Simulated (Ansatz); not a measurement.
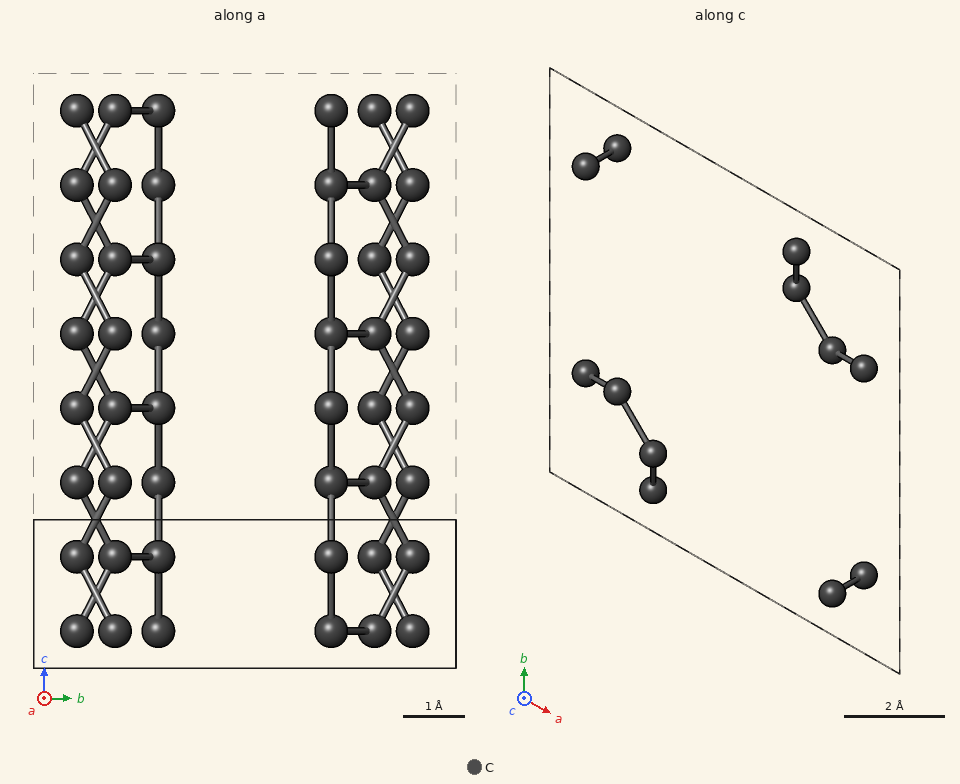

We look at a ball-and-stick model of the crystal along the a axis and along the c axis. A 1×1×4 array of cells is drawn; the conventional unit cell has the solid edges.

C, space group P6_3/mcm (No. 193), a = 8.10 Å, b = 8.10 Å, c = 2.47 Å, α = 90.00°, β = 90.00°, γ = 120.00°.

Results below were computed with Ansatz 0.2.0, DFT PBE, scalar-relativistic, plane waves, PAW; the settings were a 420 eV plane-wave basis, k-points on a 6×6×16 grid, Gaussian smearing of 0.1 eV, no spin polarisation.

> Is the electronic structure metallic or gapped?

A semiconductor at this level, with a gap of 0.02 eV, direct.

> Give the pressure and its sign.

The computed pressure is 0.0 GPa, close to zero.

The structure comes from a structure type filled with this element by a generator (whether the element takes this form wasn't checked). Earlier steps of the study may have refined or changed the cell and positions. A calculation with Ansatz used it as input.
